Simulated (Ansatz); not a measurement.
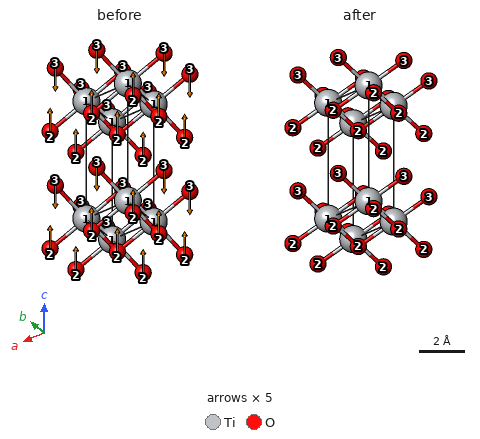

The structure of crystalline TiO$_{2}$ (a generated structure, set up in P-3m1) (coarse preliminary run) before (left) and after (right) a relaxation, at one scale. The orange arrows give the displacements (the part carried along by the change of the cell is left out), magnified 5 times.

Style: ball-and-stick. Shown: the cell of the calculation, from a free direction.

Case: S → O, Zr → Ti on all its sites, cell and atoms relaxed.

All numbers below come from DFT PBE, scalar-relativistic, plane waves, PAW in Ansatz.

The input:
```yaml
crystal:
  lattice:
    - [3.0760162694, 0.0, 0.0]
    - [-1.5380081347, 2.6639082317, 0.0]
    - [0.0, 0.0, 5.6407762929]
  atoms:
    - { symbol: Ti, position: [0.0, 0.0, 0.0] }
    - { symbol: O, position: [0.6666666667, 0.3333333333, 0.7856836137] }
    - { symbol: O, position: [0.3333333333, 0.6666666667, 0.2143163863] }
basis:
  ecutwfc: 420
kpoints:
  mp_grid: { grid: [6, 6, 4] }
hamiltonian:
  xc: pbe
scf:
  occupations: { method: gaussian, width: 0.1 }
output:
  forces: true
  stress: true
  eigenvalues: true
relax:
  adjacent_minimum: "off"
  f_tol: 0.05
  max_steps: 60
  cell: { stress_tol: 0.5 }
```

Command:
```bash
ansatz run input.yaml --threads 1 --pin off --max-ram 2560MiB --backend cpu --events-out ev --progress --plain --runs-dir out
```

Describe what moved and what it gained.

Answer. The largest moves relative to the cell, 0.23 Å, are those of O2 and O3. O3 goes along −c. Ti stays in place. The volume changes by −6.5 %, with a = b 3.076 → 2.993 Å (−2.7 %), c 5.641 → 5.569 Å (−1.3 %). Some distances before and after: Ti1–O2 2.148 → 1.978 Å, Ti1–Ti1 3.076 → 2.993 Å. Bond angles that change, for instance: Ti1–O3–Ti1 91.4° → 98.3°, O2–Ti1–O3 88.6° → 81.7°, O2–Ti1–O2 91.4° → 98.3°. The space group stays P-3m1 (No. 164). After 4 accepted moves (5 points after the start) the energy has fallen by 431 meV per atom. Largest force component: 4 eV/Å at the start, 0.0039 eV/Å at the end. Pressure: −24.83 GPa at the start and −0.28 GPa at the end. The SCF was repeated once at an unchanged geometry on a basis and grid sized afresh for the cell, which shifted the energy by 2.4 meV per atom at most.
